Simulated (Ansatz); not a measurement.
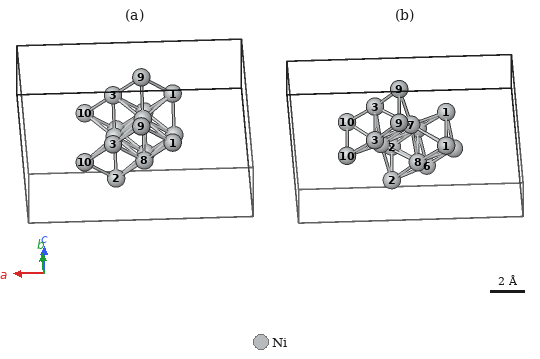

The structure of a wire of composition Ni before (left) and after (right) a relaxation, at one scale.

Style: ball-and-stick. Shown: the cell of the calculation, with the vacuum cut short, from a free direction.

Case: wire along [0 0 1], 10 atoms a period.

Computed with DFT PBE, scalar-relativistic, plane waves, PAW (Ansatz 0.2.0).

Input
```yaml
crystal:
  lattice:
    - [14.3, 0.0, 0.0]
    - [0.0, 14.6, 0.0]
    - [0.0, 0.0, 3.5184756903]
  atoms:
    - { symbol: Ni, position: [0.3154645617, 0.5602478714, 0.0], spin: 0.75 }
    - { symbol: Ni, position: [0.5615118128, 0.3192563858, 0.0], spin: 0.75 }
    - { symbol: Ni, position: [0.5615118128, 0.5602478714, 0.0], spin: 0.75 }
    - { symbol: Ni, position: [0.3154645617, 0.4397521286, 0.5], spin: 0.75 }
    - { symbol: Ni, position: [0.5615118128, 0.4397521286, 0.5], spin: 0.75 }
    - { symbol: Ni, position: [0.4384881872, 0.3192563858, 0.5], spin: 0.75 }
    - { symbol: Ni, position: [0.4384881872, 0.5602478714, 0.5], spin: 0.75 }
    - { symbol: Ni, position: [0.4384881872, 0.4397521286, 0.0], spin: 0.75 }
    - { symbol: Ni, position: [0.4384881872, 0.6807436142, 0.0], spin: 0.75 }
    - { symbol: Ni, position: [0.6845354383, 0.4397521286, 0.0], spin: 0.75 }
basis:
  ecutwfc: 420
kpoints:
  mp_grid: { grid: [1, 1, 15] }
hamiltonian:
  xc: pbe
scf:
  occupations: { method: gaussian, width: 0.05 }
output:
  forces: true
  stress: true
  eigenvalues: true
  populations: true
  write_density: true
  write_potential: true
  elf: true
  volumetric_format: npy
magnetization:
  spin_polarized: true
relax:
  adjacent_minimum: "off"
  f_tol: 0.02
  max_steps: 45
  cell: { fix: [a, b, alpha, beta, gamma], stress_tol: 0.03 }
```

Command:
```bash
ansatz run input.yaml --threads 4 --pin off --max-ram 11264MiB --backend cpu --events-out ev --progress --plain --runs-dir out
```

Question: What changed between the two?

Answer: The largest moves relative to the layer's centre, 0.81 Å, are those of Ni4, Ni6, Ni9 and Ni10. Along the periodic axis the drawn cell goes c 3.518 → 2.409 Å (−31.5 %). Some distances before and after: Ni1–Ni9 2.488 → 3.640 Å, Ni10–Ni10 3.518 → 2.409 Å, Ni5–Ni6 2.488 → 3.506 Å, Ni4–Ni7 2.488 → 3.505 Å. Bonds break, among them: Ni1–Ni9 (2.49 → 3.64 Å), Ni2–Ni10 (2.49 → 3.64 Å), Ni3–Ni8 (2.49 → 3.39 Å), Ni4–Ni7 (2.49 → 3.50 Å). Bond angles that change, for instance: Ni4–Ni1–Ni7 60.0° → 93.3°, Ni8–Ni4–Ni8 90.0° → 58.6°, Ni1–Ni4–Ni8 120.0° → 88.7°. Over 12 accepted moves (15 points after the start) the energy falls by 3.054 eV per cell of the calculation. Largest force component: 1.3 eV/Å at the start, 0.0064 eV/Å at the end. The line search rejected the trial steps at points 11, 13 of the run. The SCF was repeated once at an unchanged geometry on a basis and grid sized afresh for the cell, which shifted the energy by 15.5 meV per cell of the calculation at most. The run took 21 min on 4 threads of Arm Neoverse V2, with other jobs on the host, peak memory 2.3 GiB.
